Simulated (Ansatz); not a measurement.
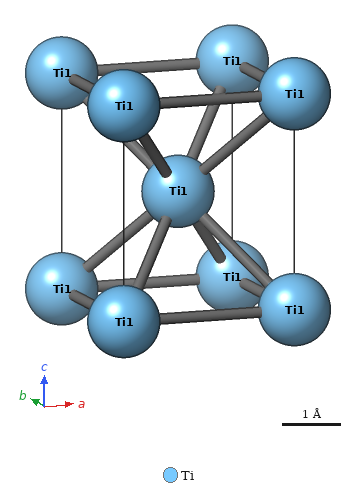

Fig. 1: The input geometry of the first run (ball-and-stick view of the cell 2 times as large as that of the calculation, set on its symmetry axes, seen slightly off an axis; atoms are numbered from 1 in the order of the input).

**Ti: a failed or faulty run and its cure**

System: Ti (I4/mmm, 1 atom in the cell).
Method of the first run: DFT, PBE, plane waves, PAW, PAW set soft_1 (Ansatz 0.2.0).

The structure derives from an entry of the Crystallography Open Database. Text and figures count atoms from 1; the logs count them from 0 in places.

## Input file, the first run
```yaml
crystal:
  lattice:
    - [0.0, 2.2207192913, 1.9029343607]
    - [2.2207192913, 0.0, 1.9029343607]
    - [2.2207192913, 2.2207192913, 0.0]
  atoms:
    - { symbol: Ti, position: [0.0, 0.0, 0.0] }
basis:
  ecutwfc: 520.0
kpoints:
  mp_grid: { grid: [20, 20, 20] }
hamiltonian:
  xc: pbe
  pseudopotentials: { kind: paw, azcp: { folder: soft_1 } }
scf:
  occupations: { method: gaussian, width: 0.15 }
  mixing_beta: 60
  max_iter: 50
output:
  forces: true
  eigenvalues: true
  stress: true
```

Command:
```bash
ansatz run input.yaml --threads 1 --pin off --max-ram 2048MiB --backend cpu --events-out ev --progress --plain --runs-dir out
```

Hardware: 1 thread of Arm Neoverse N1, 98 GiB of memory available, shared host.

## Output (the first run)
```
Error: YAML parse error: error: line 17 column 3: unknown field `mixing_beta`, expected one of max_iter, algorithm, n_extra_bands, self_checks, convergence, lower_state_search, omitted_lower_state_checks, lower_solution_reach, mixing, occupations, eigensolver, initial_density, exx
  --> <input>:17:3
   |
15 | scf:
16 |   occupations: { method: gaussian, width: 0.15 }
17 |   mixing_beta: 60
   |   ^ unknown field `mixing_beta`, expected one of max_iter, algorithm, n_extra_bands, self_checks, convergence, lower_state_search, omitted_lower_state_checks, lower_solution_reach, mixing, occupations, eigensolver, initial_density, exx
18 |   max_iter: 50
19 | output:
   |
```

Q: What went wrong, and how is the input to be mended?

A: A setting was made wrong on purpose: a keyword of another program (`scf.mixing_beta`). The program refused the input: “YAML parse error: error: line 17 column 3: unknown field `mixing_beta`, expected one of max_iter, algorithm, n_extra_bands, self_checks, convergence, lower_state_search, omitted_lower_state_checks, lower_solution_reach, mixing, occupations, eigensolver, initial_density, exx --> <input>:17:3 | 15 | scf: 16 | …”

A run of the same system that converges differs from this input as follows (lines with − go, lines with + come):
```diff
-  mixing_beta: 60
-  max_iter: 50
```

## Output, shortened to warnings, some set-up lines, iterations and results (the second run)
```
Basis set: ecut = 520 eV, 503 PW (Γ), exchange–correlation on 48×48×48 points (8 copies of the dense FFT grid, shifted against one another)
Symmetry: 16 space group operations
k-points: 641 of 8000
Initial density: superposition of atomic densities (chi_scale 0.1, normalization cell)
[...]
SCF iter   1: F=—  HF=-2499.759983 eV  |F-HF|=—  |Δ(HF+E_count)|=         —  Δρ=5.71e-2  dr2=6.68e-1  ethr=3.10e-3  ⟨swp⟩=4.3  Hψ=33330  notcnv=0
SCF iter   2: F=—  HF=-2499.591352 eV  |F-HF|=—  |Δ(HF+E_count)|=   1.69e-1  Δρ=2.26e-2  dr2=7.06e-2  ethr=3.10e-3  ⟨swp⟩=2.9  Hψ=17870  notcnv=0  defer=13
SCF iter   3: F=—  HF=-2499.564945 eV  |F-HF|=—  |Δ(HF+E_count)|=   2.64e-2  Δρ=5.55e-3  dr2=3.33e-3  ethr=5.88e-4  ⟨swp⟩=2.9  Hψ=12679  notcnv=0  defer=13
SCF iter   4: F=—  HF=-2499.564044 eV  |F-HF|=—  |Δ(HF+E_count)|=   9.01e-4  Δρ=8.82e-4  dr2=1.01e-4  ethr=2.77e-5  ⟨swp⟩=2.0  Hψ=9296  notcnv=0  defer=13
SCF iter   5: F=—  HF=-2499.564018 eV  |F-HF|=—  |Δ(HF+E_count)|=   2.65e-5  Δρ=9.68e-5  dr2=1.31e-6  ethr=8.40e-7  ⟨swp⟩=2.9  Hψ=10742  notcnv=0  defer=13
SCF iter   6: F=—  HF=-2499.564020 eV  |F-HF|=—  |Δ(HF+E_count)|=   2.55e-6  Δρ=1.07e-5  dr2=1.76e-8  ethr=8.33e-10  ⟨swp⟩=5.1  Hψ=29704  notcnv=0
SCF iter   7: F=-2499.564020 eV  HF=-2499.564020 eV  |F-HF|=5.14e-11  |Δ(HF+E_count)|=   4.05e-9  Δρ=8.70e-7  dr2=7.63e-11  ethr=1.46e-10  ⟨swp⟩=1.4  Hψ=19973  notcnv=0
SCF 1 converged in 7 iterations: F = -2499.564020 eV  dr2 = 7.63e-11
SCF converged after 7 iterations
Free energy (F): -2499.564020 eV
Harris-Foulkes:  -2499.564020 eV  (|F-HF|=5.14e-11)
Internal energy: -2499.537408 eV  (E = F + TS)
E sigma→0 (E₀):  -2499.550714 eV
Entropy (-TS):   -0.026612 eV (-26.612 meV/atom)
Fermi energy:    11.950506 eV
--- Per-component energies (eV) ---
  E_band       = -173.240601
  E_kinetic    = 279.232382
  E_local      = -915.240870  (includes V_loc(G=0)·N_el)
  E_nonlocal   = 60.308250
  E_hartree    = 360.132194
  E_xc         = -115.434934
  E_vxc        = -144.471853  (∫ρ·V_xc dr)
  E_paw        = -1041.854149  (= ΣΔE_a)
  E_vpaw       = -173.333057  (= ΣTr[D̂ρ^β])
  E_aug_tail   = -0.000030  (compensation charges beyond the density's cutoff)
  E_ewald      = -1126.680251
  E_smearing   = -0.026612  (= −TS)
  E_closure    = 0.000000  (closes the sum)
  Σ components = -2499.564020   (vs F -2499.564020, Δ=0.00e0)
--- Forces (eV/Å), atoms counted from 1 ---
  atom   1  Ti    -0.00000000     0.00000000     0.00000000
  max |Σ_I F_I| component: 2.47e-32 eV/Å
--- Stress (GPa, compression-positive) ---
       -8.369180       0.000000       0.000000
        0.000000      -8.369180       0.000000
        0.000000       0.000000      -5.100706
  P = ⅓ Tr σ = -7.2797 GPa (-72.797 kbar)
```

## The two runs side by side

| quantity | the first run | the second run |
| --- | --- | --- |
| outcome | refused | converged |
| free energy per atom (eV) | – | −2499.5640 |
| gap on the mesh (eV) | – | 0.00 |
| pressure (GPa) | – | −7.28 |
| volume per atom (Å³) | – | 18.77 |
| largest force (eV/Å) | – | 0.000 |
| SCF iterations | – | 7 |
| irreducible k-points | – | 641 |
| plane waves at Γ | – | 503 |

Notes on the second run: The cell is under a tension of 7.3 GPa at this level, so it is not at its equilibrium volume.
